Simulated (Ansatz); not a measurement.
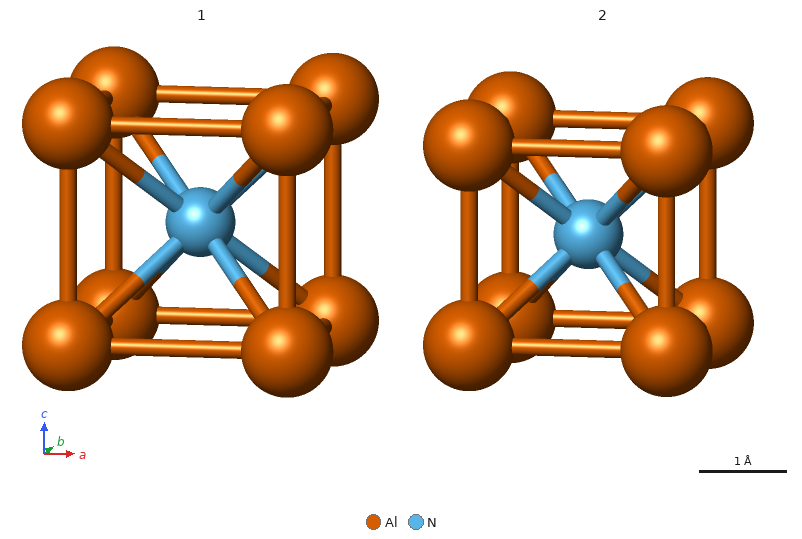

Two geometries of solid AlN (built on the CsCl type), drawn at one scale. One is the start of a relaxation, the other its converged end. A ball-and-stick model of the cell of the calculation, seen slightly off an axis.

Computed with Ansatz 0.2.0, DFT, PBEsol, plane waves, PAW. (plane-wave cutoff 420 eV; k-point mesh 8 × 8 × 8; occupations fermi dirac; smearing width 0.03 eV; no spin polarisation; cell and atoms relaxed; force threshold 0.01 eV/Å; at most 120 steps)

Question: Which of the two is the end point?

Answer: Structure 1 is the relaxed one. After 6 accepted moves (8 points after the start) the energy has fallen by 671 meV per atom. All forces vanish by symmetry, so only the cell relaxes. Pressure: 119.75 GPa at the start and 0.04 GPa at the end. At 2 points the geometry stayed and the basis and grid were re-selected for the new cell (energy shift of 35.5 meV per atom at most each time). No atom moves by more than 0.005 Å relative to the cell. Cell: a = b = c 2.337 → 2.593 Å (+10.9 %). Volume +36.5 %. Some distances before and after: Al–Al 2.337 → 2.593 Å, Al–N 2.024 → 2.246 Å. The space group stays Pm-3m (No. 221). Cost: 3.1 s on 2 threads of AMD EPYC 7R13 Processor (Zen 3), with other jobs on the host, peak memory 0.39 GiB.
